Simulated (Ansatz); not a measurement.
# Al: geometry relaxation

Al (slab, 4 atoms in the cell), computed with DFT PBEsol, scalar-relativistic, plane waves, PAW, no spin polarisation (Ansatz 0.2.0).

The structure derives from an entry of the Crystallography Open Database. The input holds or restrains some coordinates. Forces given for the steps count only the free coordinates. It belongs to a series of runs on one base structure; here: clean slab, lower half held.

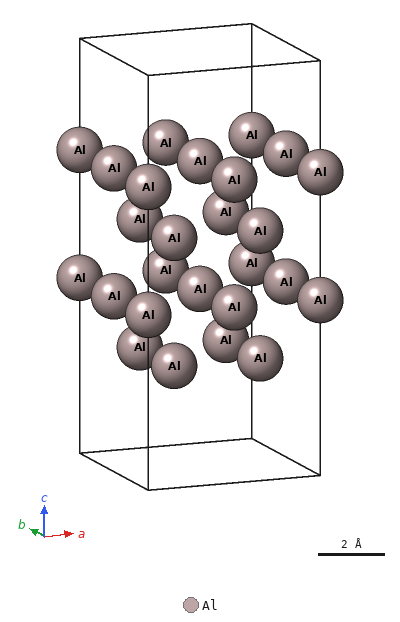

Fig. 1: The structure as given in the input (spheres-only view of the 2 × 2 repeat of the cell, with the vacuum cut short, seen slightly off an axis). An atom can appear more than once, as a periodic image.

Input file
```yaml
crystal:
  lattice:
    - [2.839427007, 0.0, 0.0]
    - [0.0, 2.839427007, 0.0]
    - [0.0, 0.0, 23.023334274]
  atoms:
    - { symbol: Al, position: [0.5, 0.5, 0.369190661] }
    - { symbol: Al, position: [0.0, 0.0, 0.456396887] }
    - { symbol: Al, position: [0.5, 0.5, 0.543603113] }
    - { symbol: Al, position: [0.0, 0.0, 0.630809339] }
basis:
  ecutwfc: 420
kpoints:
  mp_grid: { grid: [10, 10, 1] }
hamiltonian:
  xc: pbesol
scf:
  occupations: { method: gaussian, width: 0.1 }
output:
  forces: true
  eigenvalues: true
relax:
  adjacent_minimum: "off"
  f_tol: 0.03
  max_steps: 70
  constraints: [{ sites: [0, 1] }]
efield:
  axis: 3
  dipole_correction: true
```

Log
```
Engine: ansatz 0.2.0, aarch64-unknown-linux-gnu
Pseudopotentials: kind: paw
Pseudopotential: Al, paw, valence charge 3, recommended cutoff 420 eV (normal), Al.paw.azcp
Functional definition: PBEsol
  exchange = pbesol_x
  correlation = pbesol_c
Crystal: 4 atoms, lattice volume = 185.622 Å³
Basis set: ecut = 420 eV, 3641 PW (Γ), exchange–correlation on 40×40×320 points (8 copies of the dense FFT grid, shifted against one another)
Bands: 10, of which v1, the nominal top of the filled ones, is band 6 counted from 1 (5 counted from 0)
Symmetry: 8 space group operations
k-points: 21 of 100
Non-local potential: Al, projectors of the file, l = 0: 2, l = 1: 2, l = 2: 1
PAW form: soft (Blöchl's): semilocal exchange-correlation on the pseudo side does not see the compensation charge
PAW frozen core: Al, regenerated for the run's functional, and the local potential with it (the file was generated under x = pbe(κ = 0.804, μ = 0.2195149727645171), c = pbe(β = 0.06672455060314922))
PAW one-centre angular grid: Al, 110 points (default); XC on 64 Gauss nodes
Initial density: superposition of atomic densities (neutral atoms: chi_scale 0, normalization atom), corrected by the library's trained network
Initial wavefunctions: pseudopotential atomic-orbital guess
Functional: x = pbesol(κ = 0.804, μ = 0.12345679012345678), c = pbesol(β = 0.046)
SCF iter   1: F=—  HF=-2097.046325 eV  |F-HF|=—  |Δ(HF+E_count)|=         —  Δρ=1.56e-3  dr2=9.15e-3  ethr=1.77e-3  p=0.000 e·Å  D=1.33e-15 V/Å  ΔV_dip=-0.00 eV  dr2_dipole=1.43e-8  V_vac-E_F(+/−)=4.25/4.25 eV  ⟨swp⟩=8.0  Hψ=1875  notcnv=0
efield: sawtooth ramp at fractional position 0.9500 (placed from the atoms, in the widest stretch of the axis that holds none; the zero of the levels goes with the place), width 0.1000; the density the first Hamiltonian is built on has a dipole p = 0.000 e·Å; the dipole correction subtracts the counter field D = 1.33e-15 V/Å, which shifts the + side's vacuum level by -0.00 eV against the − side's; the planar-averaged density in the ramp window peaks in size at 2.5e-5 e/Å³
preconditioner: auto → LDOS  [metal: Δε(μ)=0.086 eV  Ē_g=6.301 eV  σ=0.100 eV  W_gap=0.42  n_scr=12 (ndim 8)  ℏωp=9.4 eV  f_vac=0.523  D(μ)=1.76/eV (n_scr^D=8)  β→1.0]
SCF iter   2: F=—  HF=-2097.045050 eV  |F-HF|=—  |Δ(HF+E_count)|=   1.28e-3  Δρ=4.81e-4  dr2=9.25e-4  ethr=7.62e-5  p=0.000 e·Å  D=2.30e-5 V/Å  ΔV_dip=-0.00 eV  dr2_dipole=4.42e-8  V_vac-E_F(+/−)=4.37/4.37 eV  ⟨swp⟩=2.3  Hψ=507  notcnv=0  defer=1
SCF iter   3: F=—  HF=-2097.045133 eV  |F-HF|=—  |Δ(HF+E_count)|=   8.38e-5  Δρ=1.44e-4  dr2=1.06e-4  ethr=7.70e-6  p=0.000 e·Å  D=1.39e-6 V/Å  ΔV_dip=-0.00 eV  dr2_dipole=1.09e-8  V_vac-E_F(+/−)=4.39/4.39 eV  ⟨swp⟩=2.0  Hψ=328  notcnv=0  defer=1
iter 4 did not close the SCF: its close was put off for the readings that it lacked (scf_convergence_deferred on its scf_iter line)
SCF iter   4: F=-2097.045124 eV  HF=-2097.045123 eV  |F-HF|=1.50e-6  |Δ(HF+E_count)|=   1.05e-5  Δρ=3.54e-5  dr2=3.38e-6  ethr=8.84e-7  p=-0.000 e·Å  D=-1.84e-7 V/Å  ΔV_dip=0.00 eV  dr2_dipole=1.33e-9  V_vac-E_F(+/−)=4.39/4.39 eV  ⟨swp⟩=2.5  Hψ=352  notcnv=0  defer=1
iter 5 did not close the SCF: its close was put off for the readings that it lacked (scf_convergence_deferred on its scf_iter line)
SCF iter   5: F=-2097.045125 eV  HF=-2097.045125 eV  |F-HF|=9.95e-8  |Δ(HF+E_count)|=   1.88e-6  Δρ=8.39e-6  dr2=2.49e-7  ethr=2.82e-8  p=-0.000 e·Å  D=-3.23e-7 V/Å  ΔV_dip=0.00 eV  dr2_dipole=6.04e-11  V_vac-E_F(+/−)=4.39/4.39 eV  ⟨swp⟩=2.6  Hψ=348  notcnv=0  defer=1
SCF iter   6: F=-2097.045125 eV  HF=-2097.045125 eV  |F-HF|=6.27e-9  |Δ(HF+E_count)|=   1.90e-7  Δρ=1.06e-6  dr2=2.75e-9  ethr=2.08e-9  p=-0.000 e·Å  D=-2.39e-7 V/Å  ΔV_dip=0.00 eV  dr2_dipole=3.86e-12  V_vac-E_F(+/−)=4.39/4.39 eV  ⟨swp⟩=6.0  Hψ=1103  notcnv=0
SCF 1 converged in 6 iterations: F = -2097.045125 eV  dr2 = 2.75e-9
  greatest PAW one-centre occupation: 0.478 electrons in one spin orbital (limit 2), on the Al atom at site 3 (counted from 0), in its partial waves of l = 0
relax step   1: F+E_penalty+E_count = -2097.04512493 eV  Δ(F+E_penalty+E_count) = +0.000e0 eV  max|allowed force component| = 2.050e-1 eV/Å  Δτ_max = 0.0000 Å  (6 SCF iters, dr2 threshold 2.25e-5 eV, accepted)
Initial density: handed on by an earlier stage of this run
Initial wavefunctions: those handed on with the density
iter 1 solved again at ethr=8.74e-4 eV; its pass at ethr=3.10e-3 eV (dr2=1.05e-1 eV) is discarded
SCF iter   1: F=—  HF=-2097.069835 eV  |F-HF|=—  |Δ(HF+E_count)|=         —  Δρ=2.61e-3  dr2=9.98e-2  ethr=8.74e-4  p=-0.000 e·Å  D=-2.64e-7 V/Å  ΔV_dip=0.00 eV  dr2_dipole=1.75e-2  V_vac-E_F(+/−)=4.39/4.39 eV  ⟨swp⟩=1.2  Hψ=1624  notcnv=0  defer=4
efield: sawtooth ramp at fractional position 0.9500 (handed on by an earlier solve), width 0.1000; the density the first Hamiltonian is built on has a dipole p = -0.000 e·Å; the dipole correction subtracts the counter field D = -2.64e-7 V/Å, which shifts the + side's vacuum level by +0.00 eV against the − side's; the planar-averaged density in the ramp window peaks in size at 1.4e-7 e/Å³
preconditioner: auto → LDOS  [metal: Δε(μ)=0.116 eV  Ē_g=6.184 eV  σ=0.100 eV  W_gap=0.46  n_scr=12 (ndim 8)  ℏωp=9.4 eV  f_vac=0.510  D(μ)=2.97/eV (n_scr^D=12)  β→1.0]
SCF iter   2: F=—  HF=-2097.060669 eV  |F-HF|=—  |Δ(HF+E_count)|=   9.17e-3  Δρ=1.06e-3  dr2=3.52e-2  ethr=8.31e-4  p=0.001 e·Å  D=6.64e-4 V/Å  ΔV_dip=-0.02 eV  dr2_dipole=9.90e-3  V_vac-E_F(+/−)=4.37/4.38 eV  ⟨swp⟩=1.5  Hψ=249  notcnv=0  defer=4
SCF iter   3: F=—  HF=-2097.058751 eV  |F-HF|=—  |Δ(HF+E_count)|=   1.92e-3  Δρ=4.93e-4  dr2=3.43e-3  ethr=2.93e-4  p=0.001 e·Å  D=1.12e-3 V/Å  ΔV_dip=-0.03 eV  dr2_dipole=7.00e-4  V_vac-E_F(+/−)=4.34/4.37 eV  ⟨swp⟩=1.5  Hψ=231  notcnv=0  defer=4
SCF iter   4: F=—  HF=-2097.058512 eV  |F-HF|=—  |Δ(HF+E_count)|=   2.39e-4  Δρ=7.86e-5  dr2=9.74e-5  ethr=2.86e-5  p=0.001 e·Å  D=7.71e-4 V/Å  ΔV_dip=-0.02 eV  dr2_dipole=1.32e-5  V_vac-E_F(+/−)=4.35/4.37 eV  ⟨swp⟩=2.1  Hψ=287  notcnv=0  defer=4
SCF iter   5: F=—  HF=-2097.058576 eV  |F-HF|=—  |Δ(HF+E_count)|=   6.45e-5  Δρ=3.54e-5  dr2=1.92e-5  ethr=8.12e-7  p=0.001 e·Å  D=8.89e-4 V/Å  ΔV_dip=-0.02 eV  dr2_dipole=4.05e-6  V_vac-E_F(+/−)=4.34/4.37 eV  ⟨swp⟩=2.2  Hψ=307  notcnv=0  defer=4
SCF iter   6: F=—  HF=-2097.058576 eV  |F-HF|=—  |Δ(HF+E_count)|=   6.08e-7  Δρ=1.28e-5  dr2=3.48e-6  ethr=1.60e-7  p=0.001 e·Å  D=9.01e-4 V/Å  ΔV_dip=-0.02 eV  dr2_dipole=7.11e-7  V_vac-E_F(+/−)=4.35/4.37 eV  ⟨swp⟩=1.7  Hψ=252  notcnv=0  defer=4
SCF iter   7: F=-2097.058576 eV  HF=-2097.058576 eV  |F-HF|=7.47e-8  |Δ(HF+E_count)|=   2.51e-8  Δρ=4.49e-6  dr2=1.87e-7  ethr=2.19e-8  p=0.001 e·Å  D=9.15e-4 V/Å  ΔV_dip=-0.02 eV  dr2_dipole=5.71e-8  V_vac-E_F(+/−)=4.34/4.37 eV  ⟨swp⟩=8.0  Hψ=1140  notcnv=0
SCF 2 converged in 7 iterations: F = -2097.058576 eV  dr2 = 1.87e-7
  greatest PAW one-centre occupation: 0.480 electrons in one spin orbital (limit 2), on the Al atom at site 3 (counted from 0), in its partial waves of l = 0
relax step   2: F+E_penalty+E_count = -2097.05857565 eV  Δ(F+E_penalty+E_count) = -1.345e-2 eV  max|allowed force component| = 8.455e-2 eV/Å  Δτ_max = 0.1950 Å  (7 SCF iters, dr2 threshold 2.63e-6 eV, accepted)
SCF iter   1: F=—  HF=-2097.064137 eV  |F-HF|=—  |Δ(HF+E_count)|=         —  Δρ=8.90e-4  dr2=1.17e-2  ethr=1.02e-3  p=0.001 e·Å  D=9.15e-4 V/Å  ΔV_dip=-0.02 eV  dr2_dipole=2.30e-3  V_vac-E_F(+/−)=4.35/4.37 eV  ⟨swp⟩=3.8  Hψ=939  notcnv=0  defer=5
efield: sawtooth ramp at fractional position 0.9500 (handed on by an earlier solve), width 0.1000; the density the first Hamiltonian is built on has a dipole p = 0.001 e·Å; the dipole correction subtracts the counter field D = 9.15e-4 V/Å, which shifts the + side's vacuum level by -0.02 eV against the − side's; the planar-averaged density in the ramp window peaks in size at 4.6e-7 e/Å³
preconditioner: auto → LDOS  [metal: Δε(μ)=0.019 eV  Ē_g=6.235 eV  σ=0.100 eV  W_gap=0.11  n_scr=12 (ndim 8)  ℏωp=9.4 eV  f_vac=0.516  D(μ)=2.58/eV (n_scr^D=10)  β→1.0]
SCF iter   2: F=—  HF=-2097.062627 eV  |F-HF|=—  |Δ(HF+E_count)|=   1.51e-3  Δρ=3.17e-4  dr2=2.35e-3  ethr=9.79e-5  p=0.001 e·Å  D=8.13e-4 V/Å  ΔV_dip=-0.02 eV  dr2_dipole=5.29e-4  V_vac-E_F(+/−)=4.35/4.37 eV  ⟨swp⟩=2.1  Hψ=450  notcnv=0  defer=5
SCF iter   3: F=—  HF=-2097.062462 eV  |F-HF|=—  |Δ(HF+E_count)|=   1.65e-4  Δρ=1.24e-4  dr2=1.69e-4  ethr=1.96e-5  p=0.000 e·Å  D=4.82e-4 V/Å  ΔV_dip=-0.01 eV  dr2_dipole=2.14e-5  V_vac-E_F(+/−)=4.36/4.37 eV  ⟨swp⟩=1.6  Hψ=268  notcnv=0  defer=5
SCF iter   4: F=—  HF=-2097.062472 eV  |F-HF|=—  |Δ(HF+E_count)|=   1.03e-5  Δρ=2.25e-5  dr2=1.02e-5  ethr=1.41e-6  p=0.001 e·Å  D=5.74e-4 V/Å  ΔV_dip=-0.01 eV  dr2_dipole=1.56e-6  V_vac-E_F(+/−)=4.36/4.37 eV  ⟨swp⟩=2.2  Hψ=269  notcnv=0  defer=5
SCF iter   5: F=—  HF=-2097.062529 eV  |F-HF|=—  |Δ(HF+E_count)|=   5.67e-5  Δρ=8.54e-6  dr2=1.70e-6  ethr=8.53e-8  p=0.001 e·Å  D=5.86e-4 V/Å  ΔV_dip=-0.01 eV  dr2_dipole=3.68e-7  V_vac-E_F(+/−)=4.36/4.37 eV  ⟨swp⟩=2.1  Hψ=280  notcnv=0  defer=5
SCF iter   6: F=—  HF=-2097.062529 eV  |F-HF|=—  |Δ(HF+E_count)|=   1.02e-7  Δρ=4.64e-6  dr2=1.51e-7  ethr=1.42e-8  p=0.001 e·Å  D=5.86e-4 V/Å  ΔV_dip=-0.01 eV  dr2_dipole=1.45e-8  V_vac-E_F(+/−)=4.36/4.37 eV  ⟨swp⟩=1.9  Hψ=275  notcnv=0  defer=5
iter 7 did not close the SCF: its close was put off until two iterations running show no level that it waits for move by more than its bar (scf_convergence_deferred on its scf_iter line)
SCF iter   7: F=-2097.062529 eV  HF=-2097.062529 eV  |F-HF|=1.15e-9  |Δ(HF+E_count)|=   4.76e-8  Δρ=1.13e-6  dr2=1.51e-8  ethr=8.33e-10  p=0.001 e·Å  D=5.84e-4 V/Å  ΔV_dip=-0.01 eV  dr2_dipole=4.48e-9  V_vac-E_F(+/−)=4.36/4.37 eV  ⟨swp⟩=8.1  Hψ=1179  notcnv=0
SCF iter   8: F=-2097.062529 eV  HF=-2097.062529 eV  |F-HF|=1.99e-9  |Δ(HF+E_count)|=   1.34e-8  Δρ=4.88e-7  dr2=1.03e-9  ethr=1.26e-10  p=0.001 e·Å  D=5.81e-4 V/Å  ΔV_dip=-0.01 eV  dr2_dipole=2.16e-12  V_vac-E_F(+/−)=4.36/4.37 eV  ⟨swp⟩=3.4  Hψ=767  notcnv=0
SCF 3 converged in 8 iterations: F = -2097.062529 eV  dr2 = 1.03e-9
relax step   3: F+E_penalty+E_count = -2097.06252898 eV  Δ(F+E_penalty+E_count) = -3.953e-3 eV  max|allowed force component| = 9.357e-3 eV/Å  Δτ_max = 0.0676 Å  (8 SCF iters, accepted)
```

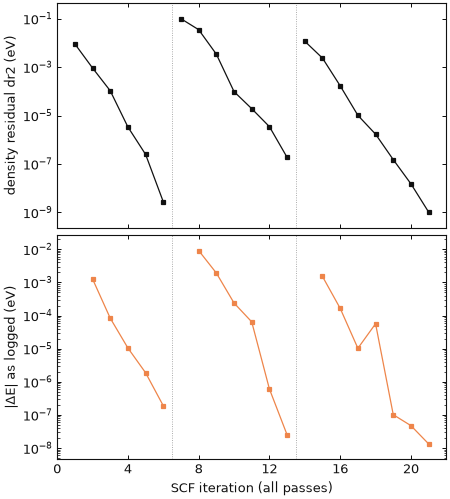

Fig. 2: Convergence of the self-consistent field: density residual dr2 and size of the energy change against the SCF iteration. The dotted lines part the SCF passes of the relaxation: geometry steps, rejected trials and re-solves on a re-selected basis. The passes take 6, 7 and 8 iterations.

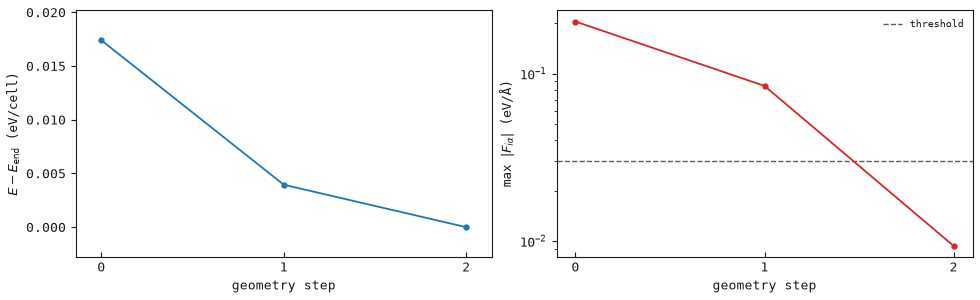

Fig. 3: Progress of the restrained relaxation, step by step (the first geometry is step 0 here and step 1 in the log).

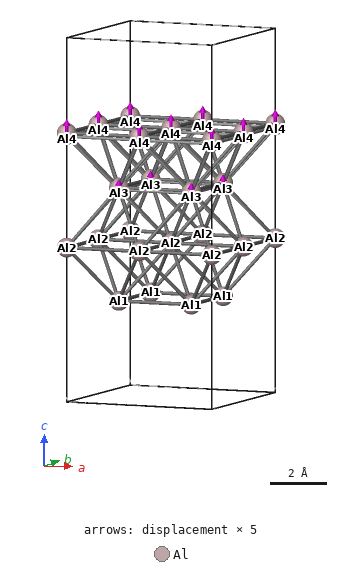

Fig. 4: Start (faint) and end (solid) with the displacements as pink arrows, magnified 5 times (ball-and-stick view of the 2 × 2 repeat of the cell, with the vacuum cut short, seen slightly off an axis). The energy falls by 17.4 meV per cell of the calculation in 2 geometry steps. The largest force component goes from 0.2 to 0.0094 eV/Å. The atom that moves furthest is Al4 (0.13 Å). The cell stays as it was. Among the contacts that change: Al2–Al3 2.839 → 2.895 Å, Al3–Al4 2.839 → 2.875 Å. (Atoms are counted from 1 in the order of the input.)

```
SCF converged after 8 iterations
Free energy (F): -2097.062529 eV
Harris-Foulkes:  -2097.062529 eV  (|F-HF|=1.99e-9)
Internal energy: -2097.049316 eV  (E = F + TS)
E sigma→0 (E₀):  -2097.055922 eV
Entropy (-TS):   -0.013213 eV (-3.303 meV/atom)
Fermi energy:    0.035781 eV
Dipole field:    D = 0.000583 V/Å  (p = 0.000598 e·Å, saw-weighted, corrected)
Work function:   Φ+ = 4.3586 eV   Φ− = 4.3720 eV
Levels:          The Fermi level and band energies are counted from a zero that moves with the ramp; work functions are not
--- Per-component energies (eV) ---
  E_band       = -48.067286
  E_kinetic    = 86.432354
  E_local      = -2525.327050  (includes V_loc(G=0)·N_el)
  E_nonlocal   = 42.139012
  E_hartree    = 1237.848746
  E_xc         = -154.617470
  E_vxc        = -112.690384  (∫ρ·V_xc dr)
  E_paw        = -1818.651334  (= ΣΔE_a)
  E_vpaw       = -14.318472  (= ΣTr[D̂ρ^β])
  E_aug_tail   = -0.000010  (compensation charges beyond the density's cutoff)
  E_efield     = 0.000000  (sawtooth field / dipole correction)
  E_vefield    = -0.000357  (∫n·V_field dr)
  E_ewald      = 1035.049880
  E_core_change = 0.076556  (= ΣΔE_core)
  E_smearing   = -0.013213  (= −TS)
  E_closure    = 0.000000  (closes the sum)
  Σ components = -2097.062529   (vs F -2097.062529, Δ=0.00e0)
--- Forces (eV/Å), atoms counted from 1 ---
  atom   1  Al    -0.00000000    -0.00000000    -0.15842319
  atom   2  Al     0.00000000     0.00000000     0.15173414
  atom   3  Al     0.00000000     0.00000000     0.00935681
  atom   4  Al    -0.00000000    -0.00000000    -0.00266400
  max |Σ_I F_I| component: 3.77e-6 eV/Å
--- Band table (eV; the first three rows and the last of 21) ---
  k-point 0: bands = ["-10.5826", "-9.2629", "-7.0936", "-4.3381", "-2.0145", "1.3634", "3.4921", "4.4369", "4.6421", "5.8913"]
  k-point 1: bands = ["-10.3998", "-9.0815", "-6.9141", "-4.1594", "-1.8443", "1.5274", "3.4272", "3.6655", "4.6000", "4.6224"]
  k-point 2: bands = ["-9.8528", "-8.5387", "-6.3770", "-3.6256", "-1.3355", "0.6250", "1.8779", "2.0939", "3.9727", "4.2276"]
  k-point 20: bands = ["-2.3203", "-2.3203", "-1.1118", "-1.1118", "-0.9808", "-0.9321", "0.3883", "0.4352", "0.9341", "0.9341"]
--- Relaxed structure (3 steps of the walk, 3 accepted, 0 SCFs on fresh bases) ---
  F+E_penalty+E_count = -2097.06252898 eV   max|allowed force component| = 9.357e-3 eV/Å
  atoms:
    - { symbol: Al, position: [0.49999999999999994, 0.49999999999999994, 0.369190661] }
    - { symbol: Al, position: [0.0, 0.0, 0.4563968869999999] }
    - { symbol: Al, position: [0.49999999999999994, 0.49999999999999994, 0.5469587142744601] }
    - { symbol: Al, position: [8.715029322395137e-18, -4.747968367376542e-34, 0.6363413503683424] }
```

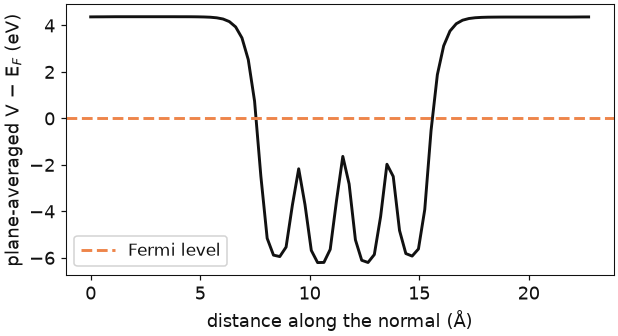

Fig. 5: Plane average of the electrostatic potential energy of an electron across the cell, from the Fermi level. The vacuum level lies 4.36 eV above the Fermi level.

Results in brief

| quantity | value |
| --- | --- |
| outcome | converged under the restraints of the input |
| electrons treated | 12 |
| free energy | −2097.0625 eV |
| work function, top face | 4.36 eV |
| work function, bottom face | 4.37 eV |
| Fermi energy | 0.036 eV |
| gap on the k-point mesh | none (metallic) |
| final volume | 185.62 Å³ |
| work function (upper face) | 4.36 eV |
| largest force (length of the vector) at the end, held atoms and coordinates included | 0.158 eV/Å |
| hardware | 1 thread of an Arm (aarch64) CPU, shared host |
| wall time | 15 s |
| peak memory | 0.34 GiB |
